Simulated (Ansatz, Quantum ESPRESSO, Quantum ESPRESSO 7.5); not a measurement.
## Complex bands of AlN, zinc blende type, lattice constant set to 4.312 Å

Aim: how fast states decay in the gap of AlN, zinc blende type, lattice constant set to 4.312 Å.

Program: Quantum ESPRESSO 7.5. Level of theory: plane-wave DFT, LDA, GBRV ultrasoft pseudopotentials (cross-check by Ansatz 0.2.0 with PAW datasets). Results are calculated unless marked as measured.

The structure was built from a prototype and need not be the compound's stable phase.

## Step 1: The starting structure

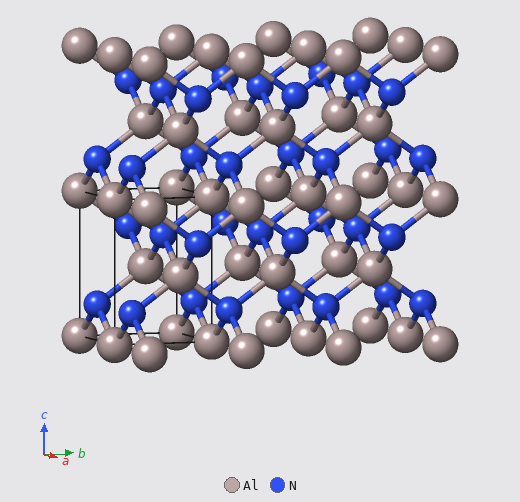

The cell as given, from the side, with the c axis up (aluminium light grey, nitrogen blue). 2×3×2 cells are drawn. Some periodic images of atoms are drawn too.

## Step 2: SCF with pw.x

pwcond needs a cell whose third axis lies along the current and stands perpendicular to the other two.

The input, scf.in:

```
&control
  prefix = 'scf'
  outdir = './out'
  pseudo_dir = './pseudo'
  calculation = 'scf'
  tprnfor = .true.
/
&system
  ibrav = 0
  nat = 4
  ntyp = 2
  ecutwfc = 40
  ecutrho = 200
  occupations = 'fixed'
  nbnd = 12
/
&electrons
  conv_thr = 1e-09
  mixing_beta = 0.6
  electron_maxstep = 120
/
ATOMIC_SPECIES
  Al  26.9815  al_lda_v1.uspp.F.UPF
  N   14.0070  n_lda_v1.2.uspp.F.UPF
CELL_PARAMETERS angstrom
  3.04904444047639 0.00000000000000 0.00000000000000
  0.00000000000000 3.04904444047639 0.00000000000000
  0.00000000000000 0.00000000000000 4.31200000000000
ATOMIC_POSITIONS crystal
  Al  0.000000000000 0.000000000000 0.000000000000
  N   0.500000000000 0.000000000000 0.250000000000
  Al  0.500000000000 0.500000000000 0.500000000000
  N   0.000000000000 0.500000000000 0.750000000000
K_POINTS automatic
  8 8 6 0 0 0
```

Command:

```
$ OMP_NUM_THREADS=1 mpirun -n 2 pw.x -nk 2 -in scf.in > scf.out
```

Output:

```text
Program PWSCF v.7.5 starts
[citation notice left out]

     Parallel version (MPI & OpenMP), running on       2 processor cores
     Number of MPI processes:                 2
     Threads/MPI process:                     1

     MPI processes distributed on     1 nodes
[...]
Current dimensions of program PWSCF are:
     Max number of different atomic species (ntypx) = 10
     Max number of k-points (npk) =  40000
     Max angular momentum in pseudopotentials (lmaxx) =  4
     Found identity + ( -0.5000 -0.5000 -0.5000) symmetry
     This is a supercell, fractional translations are disabled
     Message from routine setup:
     using ibrav=0 with symmetry is DISCOURAGED, use correct ibrav instead

     K-points division:     npool     =       2
     Subspace diagonalization in iterative solution of the eigenvalue problem:
     a serial algorithm will be used

     G-vector sticks info
     --------------------
     sticks:   dense  smooth     PW     G-vecs:    dense   smooth      PW
     Sum         517     421    137                12857     9301    1715

     Using Slab Decomposition

     bravais-lattice index     =            0
     lattice parameter (alat)  =       5.7619  a.u.
     unit-cell volume          =     270.5222 (a.u.)^3
     number of atoms/cell      =            4
     number of atomic types    =            2
     number of electrons       =        16.00
     number of Kohn-Sham states=           12
     kinetic-energy cutoff     =      40.0000  Ry
     charge density cutoff     =     200.0000  Ry
     scf convergence threshold =      1.0E-09
     mixing beta               =       0.6000
     number of iterations used =            8  plain     mixing
     Exchange-correlation= SLA  PZ   NOGX NOGC
                           (   1   1   0   0   0   0   0)

     celldm(1)=   5.761859  celldm(2)=   0.000000  celldm(3)=   0.000000
     celldm(4)=   0.000000  celldm(5)=   0.000000  celldm(6)=   0.000000

     crystal axes: (cart. coord. in units of alat)
               a(1) = (   1.000000   0.000000   0.000000 )
               a(2) = (   0.000000   1.000000   0.000000 )
               a(3) = (   0.000000   0.000000   1.414214 )

     reciprocal axes: (cart. coord. in units 2 pi/alat)
               b(1) = (  1.000000  0.000000  0.000000 )
               b(2) = (  0.000000  1.000000  0.000000 )
               b(3) = (  0.000000  0.000000  0.707107 )

     PseudoPot. # 1 for Al read from file:
     ./pseudo/al_lda_v1.uspp.F.UPF
     Pseudo is Ultrasoft + core correction, Zval =  3.0
     Generated by new atomic code, or converted to UPF format
     Using radial grid of  893 points,  3 beta functions with:
                l(1) =   0
                l(2) =   1
                l(3) =   2
     Q(r) pseudized with  8 coefficients,  rinner =    0.900   0.900   0.900
                                                       0.900   0.900

     PseudoPot. # 2 for N  read from file:
     ./pseudo/n_lda_v1.2.uspp.F.UPF
     Pseudo is Ultrasoft + core correction, Zval =  5.0
     Generated by new atomic code, or converted to UPF format
     Using radial grid of  729 points,  4 beta functions with:
                l(1) =   0
                l(2) =   0
                l(3) =   1
                l(4) =   1
     Q(r) pseudized with  8 coefficients,  rinner =    0.900   0.900   0.900

     atomic species   valence    mass     pseudopotential
     Al                3.00    26.98150     Al( 1.00)
     N                 5.00    14.00700     N ( 1.00)

      8 Sym. Ops. (no inversion) found

   Cartesian axes

     site n.     atom                  positions (alat units)
         1        Al     tau(   1) = (   0.0000000   0.0000000   0.0000000  )
         2        N      tau(   2) = (   0.5000000   0.0000000   0.3535534  )
         3        Al     tau(   3) = (   0.5000000   0.5000000   0.7071068  )
         4        N      tau(   4) = (   0.0000000   0.5000000   1.0606602  )

     number of k points=    60
                       cart. coord. in units 2pi/alat
        k(    1) = (   0.0000000   0.0000000   0.0000000), wk =   0.0052083
        k(    2) = (   0.0000000   0.0000000   0.1178511), wk =   0.0104167
        k(    3) = (   0.0000000   0.0000000   0.2357023), wk =   0.0104167
        k(    4) = (   0.0000000   0.0000000  -0.3535534), wk =   0.0052083
        k(    5) = (   0.0000000   0.1250000   0.0000000), wk =   0.0208333
        k(    6) = (   0.0000000   0.1250000   0.1178511), wk =   0.0416667
        k(    7) = (   0.0000000   0.1250000   0.2357023), wk =   0.0416667
        k(    8) = (   0.0000000   0.1250000  -0.3535534), wk =   0.0208333
        k(    9) = (   0.0000000   0.2500000   0.0000000), wk =   0.0208333
        k(   10) = (   0.0000000   0.2500000   0.1178511), wk =   0.0416667
[...]
k(   60) = (  -0.5000000  -0.5000000  -0.3535534), wk =   0.0052083

     Dense  grid:    12857 G-vectors     FFT dimensions: (  25,  25,  40)

     Smooth grid:     9301 G-vectors     FFT dimensions: (  24,  24,  36)

     Estimated max dynamical RAM per process >      22.05 MB

     Estimated total dynamical RAM >      40.96 MB

     Initial potential from superposition of free atoms

     starting charge      15.9956, renormalised to      16.0000
     Starting wfcs are   16 randomized atomic wfcs

     total cpu time spent up to now is        0.5 secs

     per-process dynamical memory:    18.6 Mb

     Self-consistent Calculation

     iteration #  1     ecut=    40.00 Ry     beta= 0.60
     Davidson diagonalization with overlap
     ethr =  1.00E-02,  avg # of iterations =  3.9

     total cpu time spent up to now is        1.3 secs

     total energy              =     -53.57522674 Ry
     estimated scf accuracy    <       1.24413182 Ry

     iteration #  2     ecut=    40.00 Ry     beta= 0.60
[...]
total energy              =     -53.97115698 Ry
     estimated scf accuracy    <       0.42859756 Ry

     iteration #  3     ecut=    40.00 Ry     beta= 0.60
[...]
total energy              =     -54.03625375 Ry
     estimated scf accuracy    <       0.00716733 Ry

     iteration #  4     ecut=    40.00 Ry     beta= 0.60
[...]
total energy              =     -54.03837966 Ry
     estimated scf accuracy    <       0.00447822 Ry

     iteration #  5     ecut=    40.00 Ry     beta= 0.60
[...]
total energy              =     -54.03869857 Ry
     estimated scf accuracy    <       0.00038558 Ry

     iteration #  6     ecut=    40.00 Ry     beta= 0.60
[...]
total energy              =     -54.03864133 Ry
     estimated scf accuracy    <       0.00014828 Ry

     iteration #  7     ecut=    40.00 Ry     beta= 0.60
[...]
total energy              =     -54.03868979 Ry
     estimated scf accuracy    <       0.00001151 Ry

     iteration #  8     ecut=    40.00 Ry     beta= 0.60
[...]
total energy              =     -54.03869044 Ry
     estimated scf accuracy    <       0.00000259 Ry

     iteration #  9     ecut=    40.00 Ry     beta= 0.60
[...]
total energy              =     -54.03869118 Ry
     estimated scf accuracy    <       0.00000010 Ry

     iteration # 10     ecut=    40.00 Ry     beta= 0.60
[...]
total energy              =     -54.03869116 Ry
     estimated scf accuracy    <       0.00000005 Ry

     iteration # 11     ecut=    40.00 Ry     beta= 0.60
[...]
total energy              =     -54.03869117 Ry
     estimated scf accuracy    <          3.7E-09 Ry

     iteration # 12     ecut=    40.00 Ry     beta= 0.60
[...]
total energy              =     -54.03869117 Ry
     estimated scf accuracy    <       0.00000001 Ry

     iteration # 13     ecut=    40.00 Ry     beta= 0.60
[...]
total energy              =     -54.03869117 Ry
     estimated scf accuracy    <          6.0E-09 Ry

     iteration # 14     ecut=    40.00 Ry     beta= 0.60
[...]
total energy              =     -54.03869117 Ry
     estimated scf accuracy    <          2.0E-09 Ry

     iteration # 15     ecut=    40.00 Ry     beta= 0.60
[...]
End of self-consistent calculation

          k = 0.0000 0.0000 0.0000 (  1149 PWs)   bands (ev):

    -8.0489  -5.0776   1.9613   5.1920   5.1920   7.0806   7.0806   7.0806
    10.3156  11.6221  15.6490  19.6703

          k = 0.0000 0.0000 0.1179 (  1141 PWs)   bands (ev):

    -7.9029  -5.3689   2.2822   5.2970   5.2970   6.5105   6.9252   6.9252
    10.7370  12.2290  15.8448  19.2221

          k = 0.0000 0.0000 0.2357 (  1148 PWs)   bands (ev):

    -7.4795  -6.0562   3.0914   5.3623   5.5962   5.5962   6.5280   6.5280
    11.8733  13.2285  16.4229  18.2783

          k = 0.0000 0.0000-0.3536 (  1152 PWs)   bands (ev):

    -6.8283  -6.8283   4.1630   4.1630   6.0382   6.0382   6.0382   6.0382
    13.1452  13.1452  17.3341  17.3341

          k = 0.0000 0.1250 0.0000 (  1147 PWs)   bands (ev):

    -7.8851  -5.0622   2.1380   4.4570   5.3047   6.3019   6.8975   7.0778
    10.9720  12.2843  16.2108  19.2755

          k = 0.0000 0.1250 0.1179 (  1157 PWs)   bands (ev):

    -7.7427  -5.3276   2.3350   4.7009   5.4053   5.6620   6.9355   6.9989
    11.3533  12.7003  16.3790  18.9911

[...]
highest occupied, lowest unoccupied level (ev):     7.0806   10.3156

!    total energy              =     -54.03869117 Ry
     estimated scf accuracy    <          3.3E-11 Ry

     The total energy is the sum of the following terms:
     one-electron contribution =      -1.23386281 Ry
     hartree contribution      =      11.03230457 Ry
     xc contribution           =     -19.67111203 Ry
     ewald contribution        =     -44.16602090 Ry

     convergence has been achieved in  15 iterations

     Forces acting on atoms (cartesian axes, Ry/au):

     atom    1 type  1   force =     0.00000000    0.00000000    0.00000000
     atom    2 type  2   force =     0.00000000    0.00000000    0.00000230
     atom    3 type  1   force =     0.00000000    0.00000000    0.00000000
     atom    4 type  2   force =     0.00000000    0.00000000   -0.00000230

     Total force =     0.000003     Total SCF correction =     0.000000

[...]
=------------------------------------------------------------------------------=
   JOB DONE.
=------------------------------------------------------------------------------=
```

Wall time 9.6 s (2 MPI ranks of Arm Neoverse V1, shared host); peak memory 0.12 GiB.

This step gave:

* free energy: -735.2338 eV
* valence top, on the run's zero: 7.081 eV
* conduction bottom, on the run's zero: 10.32 eV
* gap by band count: 3.235 eV

The run needed 15 iterations to bring the estimated error under 1e-09 Ry.

[end of part 1 of 3]

[Logs are printed without paths, hosts, clocks, repeated set-up lines and the standing remarks that a program may print on its own settings, such as how far it seeks lower states.]

[Hosts, paths, dates, database ids (printed as entryN), source tags and the programs' standing remarks are cut or masked in the printed files.]

[Maps of the electrostatic potential energy from Ansatz leave out the sawtooth potential of an applied field or a dipole correction, so their vacuum need not be flat; planar profiles and work functions include it.]
